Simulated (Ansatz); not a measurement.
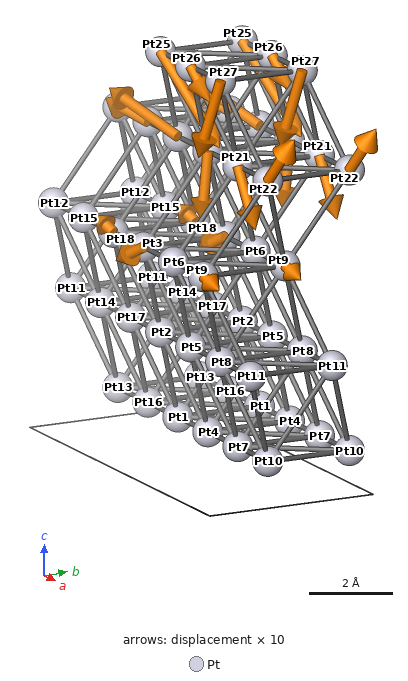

A constrained relaxation of a slab of composition Pt (cut from the Fm-3m phase). The starting structure is drawn; orange arrows show the displacements, 10 times their true length.

The picture is a ball-and-stick view of the 1 × 2 repeat of the cell, outlined in the plane, without the vacuum (origin shifted), seen slightly off an axis.

Case: stripe over 3 of 6 cells, two steps. 12 atoms are held fixed.

Computed with DFT PBE, scalar-relativistic, plane waves, PAW in Ansatz.

Input file:
```yaml
crystal:
  lattice:
    - [16.843767016, 0.0, 0.0]
    - [-1.4036472513, 2.4311883552, 0.0]
    - [0.0, 0.0, 21.1685854523]
  atoms:
    - { symbol: Pt, position: [0.0, 0.0, 0.0708597182] }
    - { symbol: Pt, position: [0.0555555556, 0.6666666667, 0.1791402818] }
    - { symbol: Pt, position: [0.1111111111, 0.3333333333, 0.2874208454] }
    - { symbol: Pt, position: [0.1666666667, 0.0, 0.0708597182] }
    - { symbol: Pt, position: [0.2222222222, 0.6666666667, 0.1791402818] }
    - { symbol: Pt, position: [0.2777777778, 0.3333333333, 0.2874208454] }
    - { symbol: Pt, position: [0.3333333333, 0.0, 0.0708597182] }
    - { symbol: Pt, position: [0.3888888889, 0.6666666667, 0.1791402818] }
    - { symbol: Pt, position: [0.4444444444, 0.3333333333, 0.2874208454] }
    - { symbol: Pt, position: [0.5, 1.0, 0.0708597182] }
    - { symbol: Pt, position: [0.5555555556, 0.6666666667, 0.1791402818] }
    - { symbol: Pt, position: [0.6111111111, 0.3333333333, 0.2874208454] }
    - { symbol: Pt, position: [0.6666666667, 0.0, 0.0708597182] }
    - { symbol: Pt, position: [0.7222222222, 0.6666666667, 0.1791402818] }
    - { symbol: Pt, position: [0.7777777778, 0.3333333333, 0.2874208454] }
    - { symbol: Pt, position: [0.8333333333, 1.0, 0.0708597182] }
    - { symbol: Pt, position: [0.8888888889, 0.6666666667, 0.1791402818] }
    - { symbol: Pt, position: [0.9444444444, 0.3333333333, 0.2874208454] }
    - { symbol: Pt, position: [0.0, 0.0, 0.395701409] }
    - { symbol: Pt, position: [0.1666666667, 0.0, 0.395701409] }
    - { symbol: Pt, position: [0.3333333333, 0.0, 0.395701409] }
    - { symbol: Pt, position: [0.5, 0.0, 0.395701409] }
    - { symbol: Pt, position: [0.6666666667, 0.0, 0.395701409] }
    - { symbol: Pt, position: [0.8333333333, 0.0, 0.395701409] }
    - { symbol: Pt, position: [0.0555555556, 0.6666666667, 0.5039819725] }
    - { symbol: Pt, position: [0.2222222222, 0.6666666667, 0.5039819725] }
    - { symbol: Pt, position: [0.3888888889, 0.6666666667, 0.5039819725] }
basis:
  ecutwfc: 420
kpoints:
  mp_grid: { grid: [2, 12, 1] }
hamiltonian:
  xc: pbe
scf:
  occupations: { method: gaussian, width: 0.1 }
output:
  forces: true
  eigenvalues: true
  populations: true
  write_density: true
  write_potential: true
  elf: true
  volumetric_format: npy
relax:
  adjacent_minimum: "off"
  f_tol: 0.02
  max_steps: 45
  constraints: [{ sites: [0, 1, 3, 4, 6, 7, 9, 10, 12, 13, 15, 16] }]
efield:
  axis: 3
  dipole_correction: true
  ramp_width: 0.04
```

Command:
```bash
ansatz run input.yaml --threads 4 --pin off --max-ram 11264MiB --backend cpu --events-out ev --progress --plain --runs-dir out
```

Q: What did the optimiser do to the structure, and how much energy did it gain?

A: The energy falls by 0.482 eV per cell of the calculation in 5 geometry steps. Largest force component: 0.75 eV/Å at the start, 0.0096 eV/Å at the end. The largest move is that of Pt25, 0.30 Å at 43° to the normal (−c side). The lattice vectors keep their values. Near-neighbour distances that change, for instance: Pt19–Pt20 2.807 → 3.008 Å, Pt3–Pt19 2.807 → 3.003 Å, Pt20–Pt25 2.807 → 2.647 Å, Pt22–Pt27 2.807 → 2.673 Å. The run took 10 min on 4 threads of Intel(R) Xeon(R) Platinum 8375C CPU @ 2.90GHz (Ice Lake), on a shared host, peak memory 5.3 GiB.
